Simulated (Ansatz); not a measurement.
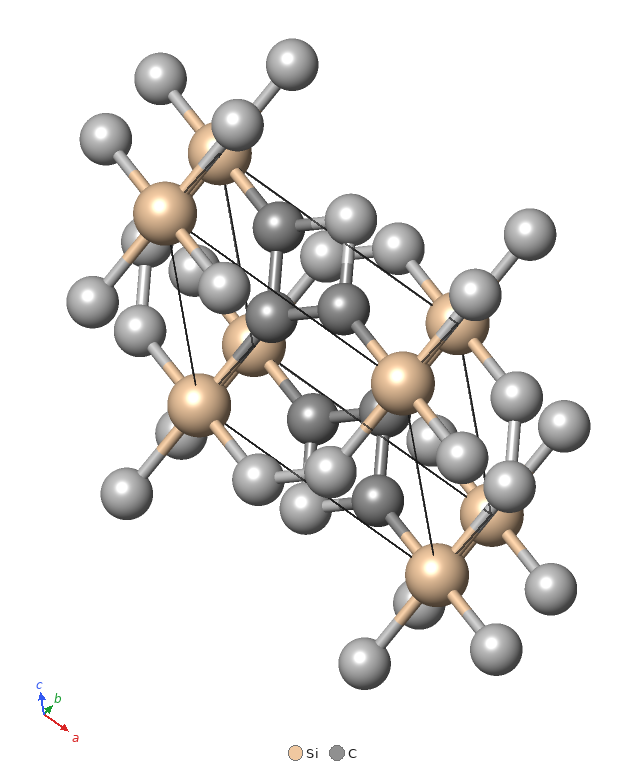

Structure drawing (ball-and-stick), viewed slightly off an axis. The simulation cell is drawn as a box. Atoms outside the box are added where they are bonded to one inside, in fainter colours.

The program read this input:
```yaml
crystal:
  lattice:
    - [-2.0674315513, 2.0674315513, 3.7717999011]
    - [2.0674315513, -2.0674315513, 3.7717999011]
    - [2.0674315513, 2.0674315513, -3.7717999011]
  atoms:
    - { symbol: Si, position: [0.0, 0.0, 0.0] }
    - { symbol: C, position: [0.6767703414, 0.6767703414, 0.3535406828] }
    - { symbol: C, position: [0.3232296586, 0.3232296586, 0.6464593172] }
    - { symbol: C, position: [0.6767703414, 0.3232296586, 0.0] }
    - { symbol: C, position: [0.3232296586, 0.6767703414, 0.0] }
basis:
  ecutwfc: 420
kpoints:
  mp_grid: { grid: [12, 12, 12] }
  band_path:
    path:
      - [[0.0, 0.0, 0.0], [0.0, 0.0, 0.5], [0.25, 0.25, 0.25], [0.0, 0.5, 0.0], [0.0, 0.0, 0.0], [0.5, 0.5, -0.5], [0.32511125, 0.67488875, -0.32511125]]
      - [[-0.32511125, 0.32511125, 0.32511125], [0.0, 0.0, 0.0]]
      - [[0.0, 0.0, 0.5], [-0.1502225, 0.1502225, 0.5]]
      - [[0.5, 0.5, -0.1502225], [0.5, 0.5, -0.5]]
    npoints: 14
hamiltonian:
  xc: pbe
scf:
  occupations: { method: gaussian, width: 0.1 }
  n_extra_bands: 12
output:
  forces: true
  stress: true
  eigenvalues: true
  populations: true
  dos: { projected: true, de: 0.02, nscf_kmesh: { grid: [15, 15, 15] } }
  bader: true
  write_density: true
  write_potential: true
  elf: true
  volumetric_format: npy
```
Run as:
```sh
ansatz run input.yaml --threads 1 --pin off --max-ram 2560MiB --backend cpu --events-out ev --progress --plain --runs-dir out
```

Calculation details: DFT PBE, scalar-relativistic, plane waves, PAW (Ansatz 0.2.0); a plane-wave cutoff of 420 eV, k-mesh 12×12×12, Gaussian smearing of 0.1 eV, no spin polarisation.

What charge does Bader's analysis assign to each element?

Answer. Si +2.60 e; C -0.65 e.

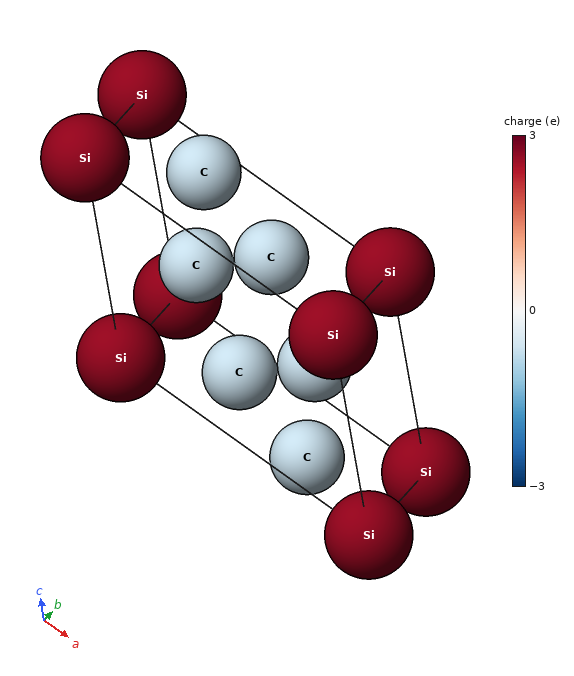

The atoms coloured by those charges.

The cell started as a structure type filled with these elements by a generator (whether the compound takes this form wasn't checked). Earlier steps of the study may have refined or changed the cell and positions. A calculation with Ansatz used it as input.
